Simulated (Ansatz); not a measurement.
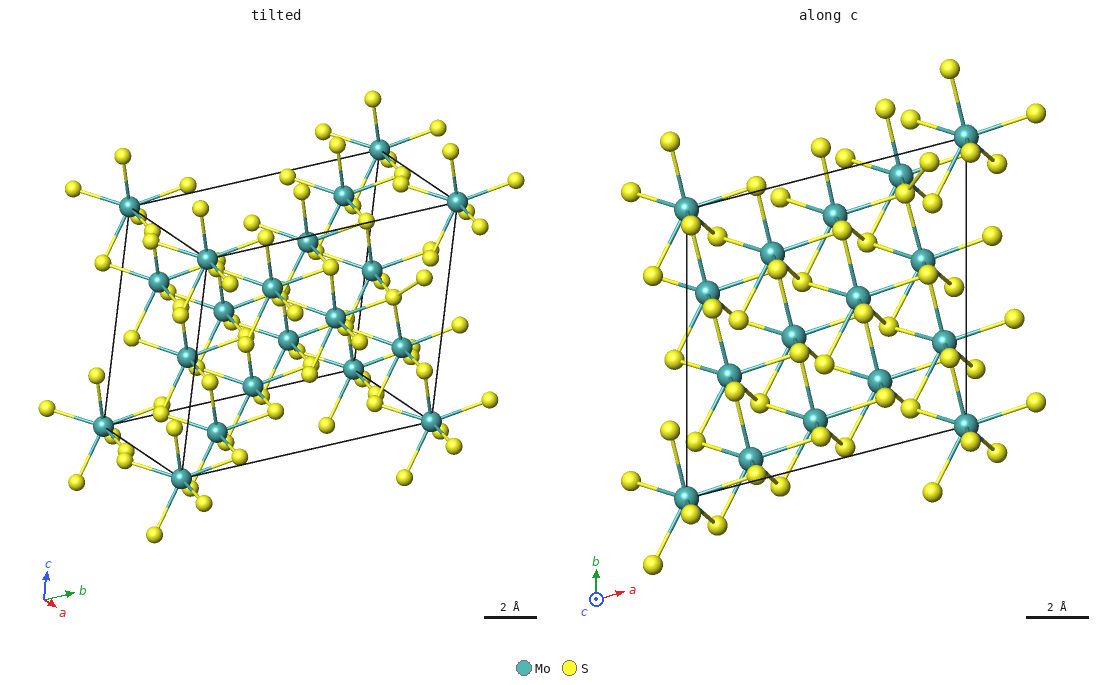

The figure gives a ball-and-stick picture of the atoms, viewed slightly off an axis and along the c axis. Thin lines show the simulation cell, with boundary atoms drawn in all their periodic places. A few atoms beyond the faces are included. Cell: a = 9.965 Å, b = 9.965 Å, c = 9.965 Å, α = 70.38°, β = 70.38°, γ = 70.38°.

What is this?

- The structure is one of Mo13S27.
- With Z = 1, the cell contains 13 Mo, 27 S.
- The neighbours of Mo are six S in a trigonal prismatic arrangement at about 2.4 Å. Not all metal-metal contacts are counted.
- The bonds build Mo13S27 layers parallel to (111).

The structure comes from a structure listed in the Materials Project, repeated into a supercell with a point defect put in. The atoms were relaxed in a fixed cell with Ansatz 0.2.0, DFT PBE, scalar-relativistic, plane waves, PAW.
